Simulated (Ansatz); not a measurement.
System: Al2Cu.

Space group I4/mcm.

```yaml
crystal:
  lattice:
    - [6.06700, 0.00000, 0.00000]
    - [0.00000, 6.06700, 0.00000]
    - [0.00000, 0.00000, 4.87700]
  atoms:
    - { symbol: Al, position: [0.15810, 0.65810, 0.00000] }
    - { symbol: Al, position: [0.65810, 0.15810, 0.50000] }
    - { symbol: Al, position: [0.34190, 0.15810, 0.00000] }
    - { symbol: Al, position: [0.84190, 0.65810, 0.50000] }
    - { symbol: Al, position: [0.84190, 0.34190, 0.00000] }
    - { symbol: Al, position: [0.34190, 0.84190, 0.50000] }
    - { symbol: Al, position: [0.65810, 0.84190, 0.00000] }
    - { symbol: Al, position: [0.15810, 0.34190, 0.50000] }
    - { symbol: Cu, position: [0.00000, 0.00000, 0.25000] }
    - { symbol: Cu, position: [0.50000, 0.50000, 0.75000] }
    - { symbol: Cu, position: [0.50000, 0.50000, 0.25000] }
    - { symbol: Cu, position: [0.00000, 0.00000, 0.75000] }
```

Computed with Ansatz 0.2.0, DFT PBE, scalar-relativistic, plane waves, PAW.

Question: What makes up the frontier states of this crystal?

Answer: The calculation finds no gap at the Fermi level. The states at the Fermi level: Al 3p (60 %), Al 3s (25 %) and Cu 3d (10 %) by Löwdin projection on a minimal orbital set; in space Al about 60 % and Cu about 40 %. The two measures disagree here: the projection uses a minimal set of atomic orbitals, while the spatial cells share out diffuse density by volume.

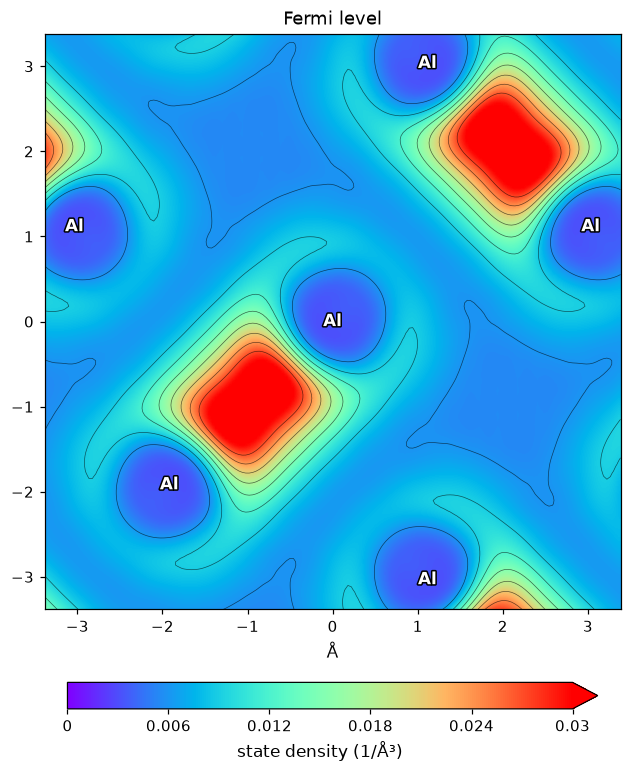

Computed densities of these states (window −0.25 to +0.25 eV about the Fermi level) on the (001) plane of the conventional cell.

In a PAW calculation such maps are meaningful between the atoms, not at the nuclei.

Run time: 19 s on 2 threads of Arm Neoverse N1, with other jobs on the host, peak memory 0.54 GiB.
